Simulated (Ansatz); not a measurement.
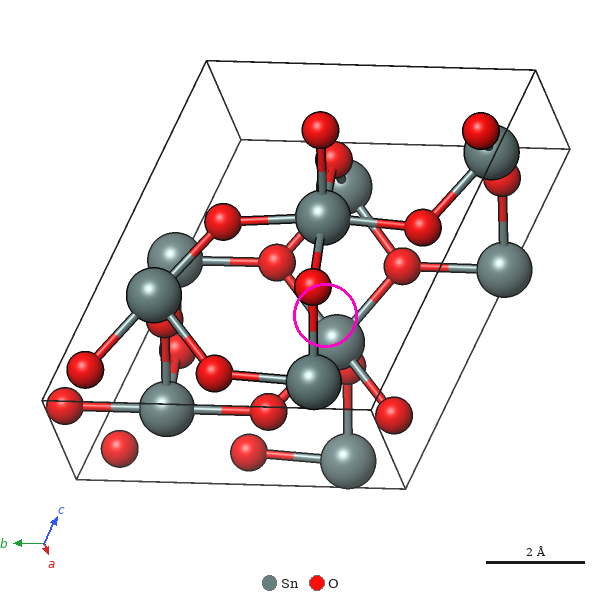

Ball-and-stick drawing of the structure, looking from a general direction. One supercell is framed, with atoms on its boundary repeated. The host is SnO₂, in a cell of 24 sites, and the cell carries a charge of +1. A ring marks the defect's site.

Question: Spot the defect.

Answer: An oxygen vacancy. Around the empty site lie three Sn and one O at about 2.2 to 2.5 Å.

Method used: DFT PBE, scalar-relativistic, plane waves, PAW in Ansatz. It ran with wavefunction cutoff 420 eV, a 3×3×3 k-point mesh, Gaussian smearing of 0.01 eV, collinear spins.

Question: Does the defect leave unpaired spin?

Answer: Yes, 0.1 μB in the cell.

The atoms were relaxed in the host's cell with DFT PBE, scalar-relativistic, plane waves, PAW in Ansatz.
